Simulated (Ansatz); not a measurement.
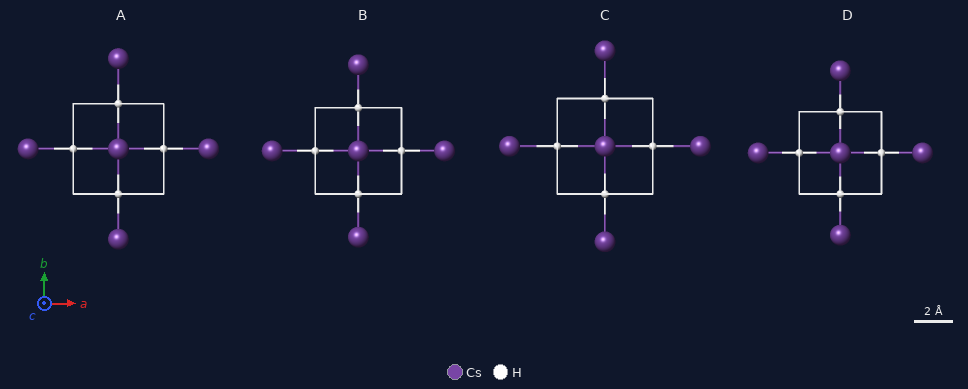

4 geometries from one relaxation of solid CsH3 (a generated structure, set up in Pm-3m) (coarse preliminary run), in shuffled order. The picture is a ball-and-stick view of the cell of the calculation, seen along the c axis.

Method: Ansatz, DFT PBE, scalar-relativistic, plane waves, PAW. Set-up: plane-wave cutoff 420 eV; k-point mesh 4 × 4 × 4; occupations gaussian; smearing width 0.1 eV; no spin polarisation; cell and atoms relaxed; force threshold 0.04 eV/Å; at most 70 steps.

Q: Put them in the order of the run, from the start to the converged end.

A: D, B, A, C. They are steps 0, 1, 2, 5, at +196 meV per atom, +91.1 meV per atom, +34.0 meV per atom relative to the last. After 4 accepted moves (5 points after the start) the energy has fallen by 196 meV per atom. All forces vanish by symmetry, so only the cell relaxes. Pressure: 7.47 GPa at the start and 0.30 GPa at the end. At 1 point the geometry stayed and the basis and grid were re-selected for the new cell (energy shift of 12.0 meV per atom at most each time). No atom moves by more than 0.005 Å relative to the cell. Cell: a = b = c 4.336 → 5.037 Å (+16.2 %). Volume +56.8 %. Some distances before and after: Cs–H 2.168 → 2.519 Å. The space group stays Pm-3m (No. 221).
